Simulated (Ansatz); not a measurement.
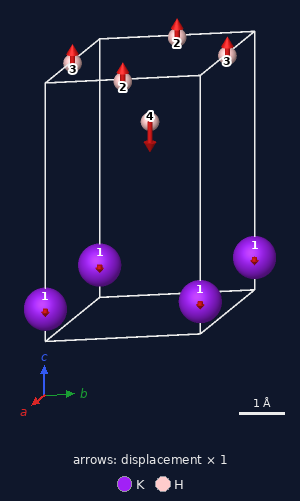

A relaxation of crystalline KH₃ (built on the random type) (coarse preliminary run). The starting structure is drawn; red arrows show the displacements (the part carried along by the change of the cell is left out), at their true length.

The picture is a ball-and-stick view of the cell of the calculation, seen slightly off an axis.

Case: random cell with space group Cmm2 (No. 35).

Method: DFT PBE, scalar-relativistic, plane waves, PAW (Ansatz 0.2.0). Set-up: plane-wave cutoff 420 eV; k-point mesh 6 × 6 × 4; occupations gaussian; smearing width 0.1 eV; no spin polarisation; cell and atoms relaxed; force threshold 0.04 eV/Å; at most 70 steps.

Q: What did the optimiser do to the structure, and how much energy did it gain?

A: The largest move relative to the cell is that of H4, 0.72 Å along −c. By element the largest moves are H 0.72 Å, K 0.19 Å. The volume changes by −4.1 %, with a = b 3.519 → 5.500 Å (+56.3 %), c 6.076 → 4.388 Å (−27.8 %), γ 119.5° → 151.8°. Near-neighbour distances that change, for instance: K1–K1 3.519 → 5.500 Å, K1–H4 4.191 → 2.581 Å, K1–K1 (another image) 3.547 → 2.684 Å, K1–H2 1.938 → 2.751 Å. New bonds form, among them: K1–H4 (4.19 → 2.58 Å). Among the angles between lasting bonds that change: H2–K1–H3 103.3° → 151.7°, K1–H2–K1 130.4° → 177.7°, H2–K1–H2 130.4° → 177.7°. The space group stays Cmm2 (No. 35). The energy falls by 881 meV per atom in 20 accepted moves (23 points after the start). Largest force component: 2.6 eV/Å at the start, 0.03 eV/Å at the end. Pressure: 7.62 GPa at the start and −0.08 GPa at the end. At 3 points the geometry stayed and the basis and grid were re-selected for the new cell (energy shift of 25.4 meV per atom at most each time). The run took 81 s on 1 thread of Arm Neoverse V1, with other jobs on the host, peak memory 0.34 GiB.
